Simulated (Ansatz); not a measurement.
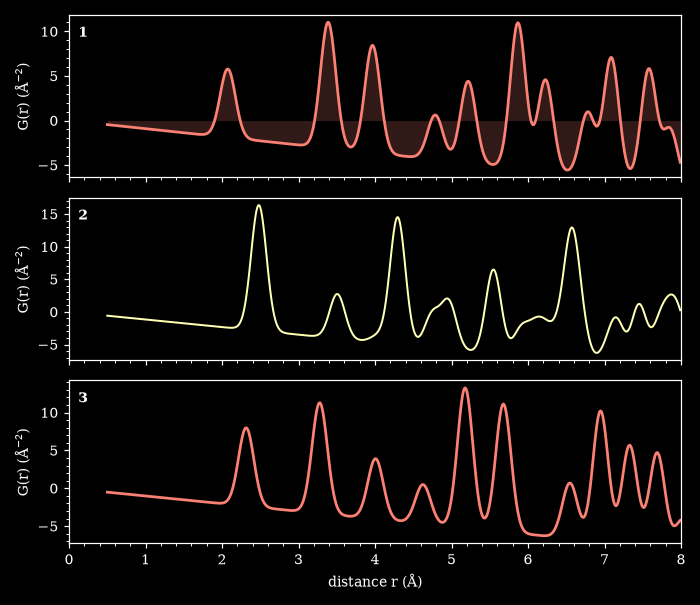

Computed X-ray G(r), with each pair weighted by the product of the atomic numbers (X-ray weights at Q = 0) and a uniform peak width σ = 0.10 Å. No termination ripples are included.

Candidate structures:

A. 
```yaml
crystal:
  lattice:
    - [2.31716, 0.00000, 0.00000]
    - [0.00000, 2.31716, 0.00000]
    - [0.00000, 0.00000, 2.31716]
  atoms:
    - { symbol: Co, position: [0.00000, 0.00000, 0.00000] }
```

B. 
Space group Fd-3m:1 (No. 227). a = 4.794 Å, b = 4.794 Å, c = 4.794 Å, α = 90.00°, β = 90.00°, γ = 90.00°
```tsv
atom	site	symmetry	x	y	z
Co	8b	-43m	0.2500	0.2500	0.7500
```

C. 
```cif
data_structure
_symmetry_space_group_name_H-M 'P 1'
_symmetry_Int_Tables_number 1
_cell_length_a 2.4853
_cell_length_b 2.4853
_cell_length_c 8.0893
_cell_angle_alpha 90.000
_cell_angle_beta 90.000
_cell_angle_gamma 120.000
_cell_volume 43.27
loop_
_atom_site_label
_atom_site_type_symbol
_atom_site_fract_x
_atom_site_fract_y
_atom_site_fract_z
_atom_site_occupancy
Co1 Co 0.00000 0.00000 0.00000 1
Co2 Co 0.00000 0.00000 0.50000 1
Co3 Co 0.33333 0.66667 0.25000 1
Co4 Co 0.66667 0.33333 0.75000 1
```

Origins: A, coordinates from a relaxation with Ansatz, DFT, BLYP, plane waves (420 eV) with PAW, scalar-relativistic; the starting structure was generated, so it need not be a known form of this composition; B, the end point of a relaxation with DFT, LDA (PW92), plane waves (420 eV) with PAW, scalar-relativistic in Ansatz; the starting structure was generated, so it need not be a known form of this composition; C, the input geometry of an electronic-structure calculation (not necessarily at equilibrium); the starting structure was generated, so it need not be a known form of this composition.

Q: Match each curve to its structure.

A: curve 1 is B (Co, first clear peaks at 2.08 Å (Co–Co) and 3.39 Å (Co–Co)); curve 2 is C (Co, first clear peaks at 2.48 Å (Co–Co) and 3.51 Å (Co–Co)); curve 3 is A (Co, first clear peaks at 2.32 Å (Co–Co) and 3.28 Å (Co–Co)).
